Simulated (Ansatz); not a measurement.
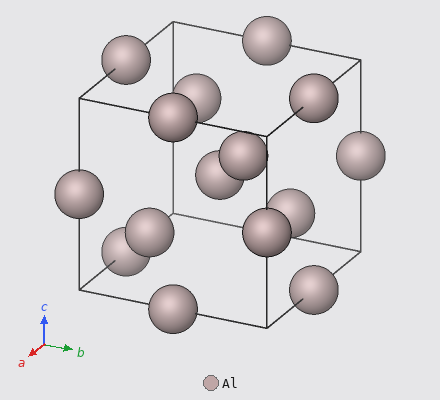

Al (Fd-3m, No. 227): coordinates from a relaxation with Ansatz 0.2.0, DFT, r2SCAN, plane waves (500 eV) with PAW, scalar-relativistic; the starting structure was generated, so it need not be a known form of this composition.

```cif
data_structure
_symmetry_space_group_name_H-M 'Fd-3m:1'
_symmetry_Int_Tables_number 227
_cell_length_a 6.0275
_cell_length_b 6.0275
_cell_length_c 6.0275
_cell_angle_alpha 90.000
_cell_angle_beta 90.000
_cell_angle_gamma 90.000
_cell_volume 218.98
loop_
_atom_site_label
_atom_site_type_symbol
_atom_site_symmetry_multiplicity
_atom_site_Wyckoff_symbol
_atom_site_fract_x
_atom_site_fract_y
_atom_site_fract_z
_atom_site_occupancy
Al1 Al 8 b 0.25000 0.25000 0.75000 1
```

> What will a dark-field STEM-like image along [211] show? The image is simulated as a sum over atoms of Z^1.8, blurred by a 0.57 Å probe (no channelling).

The columns repeat on a rectangular net of 2.13 × 3.48 Å (plane group p2mm). All columns are alike (Al). The shortest distance between visible columns is 0.87 Å in projection. Along the beam the structure repeats every 7.38 Å.

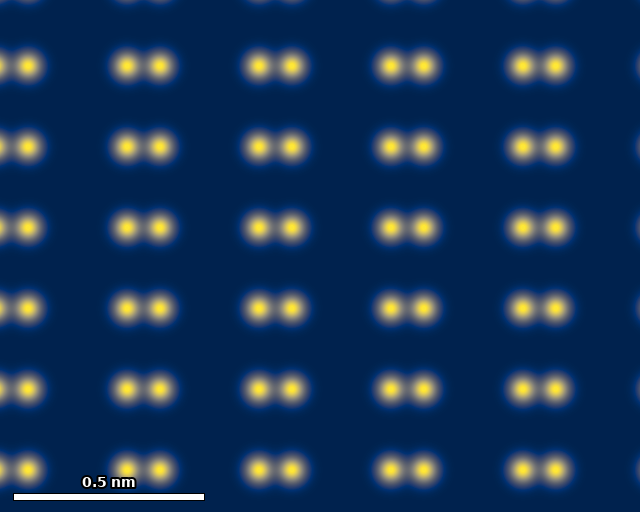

The simulated image.
